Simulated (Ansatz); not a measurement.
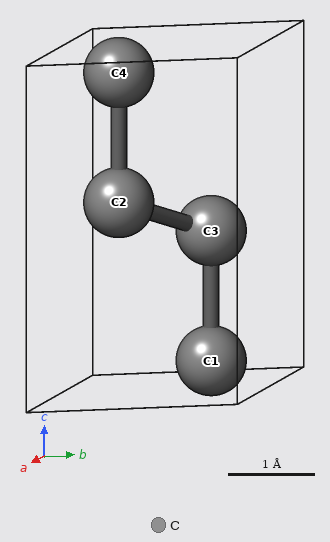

Fig. 1: The structure as given in the input (ball-and-stick view of the cell of the calculation, seen slightly off an axis; atoms are numbered from 1 in the order of the input). Near neighbours in the crystal (not all of them lie inside the picture): C has 4 C at 1.54 Å.

## C: a changed input and its effect

System: C (4 atoms in the cell).
Method of run A: DFT, PBE, all-electron PAW with datasets made for the crystal, scalar-relativistic, no spin polarisation (Ansatz 0.2.0).

The structure derives from an entry of the Crystallography Open Database. Text and figures count atoms from 1; the logs count them from 0 in places.

### Input file, run A
```yaml
crystal:
  lattice:
    - [2.5220988435, 0.0, 0.0]
    - [-1.2610494217, 2.1842016693, 0.0]
    - [0.0, 0.0, 4.1186]
  atoms:
    - { symbol: C, position: [0.3333333333, 0.6666666667, 0.0625] }
    - { symbol: C, position: [0.6666666667, 0.3333333333, 0.5625] }
    - { symbol: C, position: [0.3333333333, 0.6666666667, 0.4375] }
    - { symbol: C, position: [0.6666666667, 0.3333333333, 0.9375] }
kpoints:
  mp_grid: { grid: [16, 16, 9] }
  band_path:
    path:
      - [0.0, 0.0, 0.0]
      - [0.5, 0.0, 0.0]
      - [0.3333333333, 0.3333333333, 0.0]
      - [0.0, 0.0, 0.0]
      - [0.0, 0.0, 0.5]
      - [0.5, 0.0, 0.5]
      - [0.3333333333, 0.3333333333, 0.5]
      - [0.0, 0.0, 0.5]
      - [0.5, 0.0, 0.5]
    npoints: 8
scf:
  occupations: { method: fermi_dirac, width: 0.05 }
hamiltonian:
  xc: pbe
  pseudopotentials: { kind: all_electron, datasets: crystal }
output:
  forces: true
  stress: true
  eigenvalues: true
  efg: { contact_densities: true }
```

Launched with:
```bash
ansatz run input.yaml --threads 1 --pin off --max-ram 3072MiB --backend cpu --events-out ev --progress --plain --runs-dir out
```

Hardware: 1 thread of an x86-64 CPU, shared host.

### Output, shortened to warnings, some set-up lines, iterations and results (run A)
```
Basis set: ecut = 540 eV, 663 PW (Γ), exchange–correlation on 40×40×64 points (8 copies of the dense FFT grid, shifted against one another)
Symmetry: 24 space group operations
k-points: 150 of 2304
Initial density: superposition of atomic densities (neutral atoms: chi_scale 0, normalization atom)
[...]
SCF iter   1: F=—  HF=-4147.649196 eV  |F-HF|=—  |Δ(HF+E_count)|=         —  Δρ=1.47e-1  dr2=3.36e0  ethr=2.05e-2  ⟨swp⟩=2.0  Hψ=11576  notcnv=0
SCF iter   2: F=—  HF=-4146.825610 eV  |F-HF|=—  |Δ(HF+E_count)|=   8.24e-1  Δρ=5.87e-2  dr2=4.68e-1  ethr=2.05e-2  ⟨swp⟩=2.7  Hψ=4070  notcnv=0
SCF iter   3: F=—  HF=-4146.811601 eV  |F-HF|=—  |Δ(HF+E_count)|=   1.40e-2  Δρ=5.14e-3  dr2=1.65e-3  ethr=9.85e-6  ⟨swp⟩=4.0  Hψ=11096  notcnv=0  defer=30
SCF iter   4: F=—  HF=-4146.814325 eV  |F-HF|=—  |Δ(HF+E_count)|=   2.72e-3  Δρ=1.45e-3  dr2=1.25e-4  ethr=9.85e-6  ⟨swp⟩=2.1  Hψ=3265  notcnv=0  defer=8
SCF iter   5: F=—  HF=-4146.814734 eV  |F-HF|=—  |Δ(HF+E_count)|=   4.10e-4  Δρ=1.25e-4  dr2=6.95e-7  ethr=7.84e-7  ⟨swp⟩=3.0  Hψ=5199  notcnv=0  defer=5
SCF iter   6: F=-4146.814743 eV  HF=-4146.814743 eV  |F-HF|=1.16e-7  |Δ(HF+E_count)|=   8.65e-6  Δρ=3.66e-5  dr2=2.34e-8  ethr=4.35e-9  ⟨swp⟩=3.0  Hψ=4388  notcnv=0  defer=2
SCF 1 converged in 6 iterations: F = -4146.814740 eV  dr2 = 2.34e-8
  Residual-converged pass: ⟨swp⟩=4.0  Hψ=4947  notcnv=0  max |occ|·‖R‖ = 6.5e-6 eV (tolerance 6.7e-6 eV)  dr2=2.32e-8  dr2_onsite=9.39e-9  max |Δocc| = 4.4e-21
NSCF: frozen V_eff on 65 k-points
SCF converged after 6 iterations
Free energy (F): -4146.814740 eV
Harris-Foulkes:  -4146.814740 eV  (|F-HF|=1.16e-7)
Internal energy: -4146.814740 eV  (E = F + TS)
E sigma→0 (E₀):  -4146.814740 eV
Past the cutoff: the bands carry plane waves up to 1.75 times it, of which those up to 1.5 times it add -0.000191 eV an atom, each by itself; the spheres take 0.000113 eV an atom off the energy for waves past 1.75 times it
By the cutoff:   a pressure is off by up to 0.008 GPa (1.2 times the spheres' own share and the shells' term, over an atom's volume, and 0.004 GPa: a bound that held against runs at twice the plane waves)
Past the cutoffs: a stress includes 0.0022 GPa for waves and charges beyond them, in addition to the slope of what the spheres take
In the spheres:  the bands' charges fall short by 1.6e-6 e at most (sound up to 1e-3)
Fermi energy:    15.630706 eV
--- Per-component energies (eV) ---
  E_band       = 74.591716
  E_kinetic    = 369.373509
  E_local      = -137.349960  (includes V_loc(G=0)·N_el)
  E_nonlocal   = 3.663402
  E_hartree    = 54.652702
  E_xc         = -185.392239
  E_vxc        = -240.984447  (∫ρ·V_xc dr)
  E_paw        = -3843.151118  (= ΣΔE_a)
  E_vpaw       = -315.696680  (= ΣTr[D̂ρ^β])
  E_ewald      = -694.890538
  E_smearing   = -0.000000  (= −TS)
  E_closure    = 286.279502  (closes the sum)
  Σ components = -4146.814740   (vs F -4146.814740, Δ=0.00e0)
  The terms above E_closure are by the made datasets' own strengths, without shells solved beside the bands.
--- Forces (eV/Å), atoms counted from 1 ---
  atom   1  C      0.00000000    -0.00000000     0.04024649
  atom   2  C     -0.00000000     0.00000000     0.04024649
  atom   3  C      0.00000000    -0.00000000    -0.04024649
  atom   4  C     -0.00000000     0.00000000    -0.04024649
  max |Σ_I F_I| component: 5.55e-17 eV/Å
--- Stress (GPa, compression-positive) ---
       -5.133112      -0.000000       0.000000
       -0.000000      -5.133112      -0.000000
        0.000000      -0.000000      19.736590
  P = ⅓ Tr σ = 3.1568 GPa (31.568 kbar)
--- PAW observables at the nuclei: V_zz in 10²¹ V/m², potentials from the cell's mean, atoms counted from 1 ---
  atom   1  C  V_zz =    +0.050166   η = 0.0000   by run symmetry: allowed
            electrostatic potential = -419.232519 V   contact ρ = 866.513608 e/Å³
  atom   2  C  V_zz =    +0.050166   η = 0.0000   by run symmetry: allowed
            electrostatic potential = -419.232519 V   contact ρ = 866.513608 e/Å³
[...]
```

For run B the input was changed thus:
```diff
-  mp_grid: { grid: [16, 16, 9] }
+  mp_grid: { grid: [16, 16, 9], shift: [0.5, 0.5, 0.5] }
-  xc: pbe
+  xc: lda
```

Predict how the results change.

The total energies belong to different methods, so their difference says nothing on which is more stable or more accurate. The gap on the mesh goes from 3.46 to 3.39 eV. The pressure goes from 3.16 to −11.47 GPa. The functional changes from PBE to LDA. The number of SCF iterations is the same. The irreducible k-points go from 150 to 360.

### Output, shortened to warnings, some set-up lines, iterations and results (run B)
```
Warning: crystal.symmetry: narrowed to the stabiliser of the k-point mesh — unitary ops 24 → 8; excluded 16 operations that carry a point of the 16×16×9 mesh (shift [0.5, 0.5, 0.5]) off the mesh (the run samples exactly the mesh kpoints.mp_grid names, as under crystal.symmetry.detect: false, and its converged state has the mesh's symmetry, not the crystal's; ε∞, the Born charges and the force …
Basis set: ecut = 540 eV, 663 PW (Γ)
Symmetry: 8 space group operations
k-points: 360 of 2304
Initial density: superposition of atomic densities (neutral atoms: chi_scale 0, normalization atom)
[...]
SCF iter   1: F=—  HF=-4116.729845 eV  |F-HF|=—  |Δ(HF+E_count)|=         —  Δρ=1.50e-1  dr2=3.48e0  ethr=2.14e-2  ⟨swp⟩=2.0  Hψ=27755  notcnv=0
SCF iter   2: F=—  HF=-4115.724394 eV  |F-HF|=—  |Δ(HF+E_count)|=    1.01e0  Δρ=5.76e-2  dr2=4.37e-1  ethr=2.14e-2  ⟨swp⟩=2.9  Hψ=10348  notcnv=0
SCF iter   3: F=—  HF=-4115.678024 eV  |F-HF|=—  |Δ(HF+E_count)|=   4.64e-2  Δρ=5.16e-3  dr2=1.57e-3  ethr=9.80e-6  ⟨swp⟩=4.0  Hψ=26882  notcnv=0  defer=72
SCF iter   4: F=—  HF=-4115.680375 eV  |F-HF|=—  |Δ(HF+E_count)|=   2.35e-3  Δρ=1.44e-3  dr2=9.06e-5  ethr=9.80e-6  ⟨swp⟩=2.1  Hψ=7831  notcnv=0  defer=20
SCF iter   5: F=—  HF=-4115.680776 eV  |F-HF|=—  |Δ(HF+E_count)|=   4.02e-4  Δρ=1.31e-4  dr2=4.88e-7  ethr=5.66e-7  ⟨swp⟩=3.0  Hψ=11945  notcnv=0  defer=8
SCF iter   6: F=-4115.680785 eV  HF=-4115.680785 eV  |F-HF|=1.99e-8  |Δ(HF+E_count)|=   8.93e-6  Δρ=2.63e-5  dr2=1.12e-8  ethr=3.05e-9  ⟨swp⟩=3.1  Hψ=10566  notcnv=0  defer=2
SCF 1 converged in 6 iterations: F = -4115.680782 eV  dr2 = 1.12e-8
  Residual-converged pass: ⟨swp⟩=4.0  Hψ=11872  notcnv=0  max |occ|·‖R‖ = 6.6e-6 eV (tolerance 6.7e-6 eV)  dr2=1.12e-8  dr2_onsite=8.99e-9  max |Δocc| = 8.1e-20
NSCF: frozen V_eff on 65 k-points
SCF converged after 6 iterations
Free energy (F): -4115.680782 eV
Harris-Foulkes:  -4115.680782 eV  (|F-HF|=1.99e-8)
Internal energy: -4115.680782 eV  (E = F + TS)
E sigma→0 (E₀):  -4115.680782 eV
Past the cutoff: the bands carry plane waves up to 1.75 times it, of which those up to 1.5 times it add -0.000191 eV an atom, each by itself; the spheres take 0.000111 eV an atom off the energy for waves past 1.75 times it
By the cutoff:   a pressure is off by up to 0.008 GPa (1.2 times the spheres' own share and the shells' term, over an atom's volume, and 0.004 GPa: a bound that held against runs at twice the plane waves)
Past the cutoffs: a stress includes 0.0011 GPa for waves and charges beyond them, in addition to the slope of what the spheres take
In the spheres:  the bands' charges fall short by 1.6e-6 e at most (sound up to 1e-3)
Fermi energy:    15.281910 eV
--- Per-component energies (eV) ---
  E_band       = 71.651120
  E_kinetic    = 368.278889
  E_local      = -137.295460  (includes V_loc(G=0)·N_el)
  E_nonlocal   = 3.366546
  E_hartree    = 54.280876
  E_xc         = -183.659965
  E_vxc        = -239.380987  (∫ρ·V_xc dr)
  E_paw        = -3816.659979  (= ΣΔE_a)
  E_vpaw       = -322.778429  (= ΣTr[D̂ρ^β])
  E_ewald      = -694.890538
  E_smearing   = -0.000000  (= −TS)
  E_closure    = 290.898849  (closes the sum)
  Σ components = -4115.680782   (vs F -4115.680782, Δ=9.09e-13)
  The terms above E_closure are by the made datasets' own strengths, without shells solved beside the bands.
--- Forces (eV/Å), atoms counted from 1 ---
  atom   1  C      0.00000026    -0.00000015     0.03772804
  atom   2  C     -0.00000026     0.00000015     0.03772804
  atom   3  C      0.00000026    -0.00000015    -0.03772804
  atom   4  C     -0.00000026     0.00000015    -0.03772804
  max |Σ_I F_I| component: 5.20e-18 eV/Å
--- Stress (GPa, compression-positive) ---
      -19.867674       0.000015      -0.000000
        0.000015     -19.867657      -0.000000
       -0.000000      -0.000000       5.319991
  P = ⅓ Tr σ = -11.4718 GPa (-114.718 kbar)
--- PAW observables at the nuclei: V_zz in 10²¹ V/m², potentials from the cell's mean, atoms counted from 1 ---
  atom   1  C  V_zz =    +0.047718   η = 0.0000   by run symmetry: allowed
            electrostatic potential = -417.170590 V   contact ρ = 849.944223 e/Å³
  atom   2  C  V_zz =    +0.047718   η = 0.0000   by run symmetry: allowed
            electrostatic potential = -417.170590 V   contact ρ = 849.944223 e/Å³
[...]
```

### The two runs side by side

| quantity | run A | run B |
| --- | --- | --- |
| outcome | converged | converged |
| free energy per atom (eV) | −1036.7037 | −1028.9202 |
| gap on the mesh (eV) | 3.46 | 3.39 |
| pressure (GPa) | 3.16 | −11.47 |
| largest force (eV/Å) | 0.040 | 0.038 |
| SCF iterations | 6 | 6 |
| irreducible k-points | 150 | 360 |
| plane waves at Γ | 663 | 663 |
| wall time (shared host) | 12 s | 23 s |

For run B: Warnings: the k-point mesh lowers the symmetry that the run can use.
